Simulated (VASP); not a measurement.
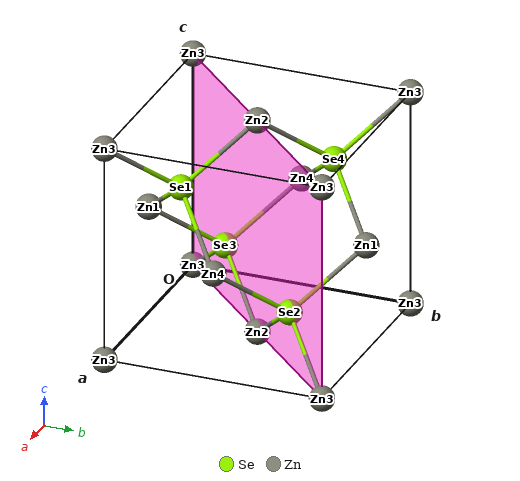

For ZnSe, coordinates from a relaxation with VASP, VASP Kohn-Sham DFT of a periodic cell, PBE with dDsC, VASP PAW PBE potentials, minimal, release 54: the shaded plane is a symmetry element of the crystal. Geometry calculated from the standardised cell; symmetry tolerance 0.002 Å.

a = 5.679 Å, b = 5.679 Å, c = 5.679 Å, α = 90.00°, β = 90.00°, γ = 90.00°.

```
atom       x       y       z
 Se1  0.7500  0.2500  0.7500
 Zn1  0.5000  0.0000  0.5000
 Se2  0.7500  0.7500  0.2500
 Zn2  0.5000  0.5000  0.0000
 Se3  0.2500  0.2500  0.2500
 Zn3  0.0000  0.0000  0.0000
 Se4  0.2500  0.7500  0.7500
 Zn4  0.0000  0.5000  0.5000
```

### Is it a mirror or a glide plane, and what is the operation?

It is a mirror plane, parallel to (1 −1 0), through (1/2, 1/2, 1/2): x, y, z → y, x, z.

### Onto which atom does it carry each atom (up to whole multiples of a, b and c)?

Se1 → Se4, Zn1 → Zn4, Se2 → Se2, Zn2 → Zn2, Se3 → Se3, Zn3 → Zn3, Se4 → Se1, Zn4 → Zn1.
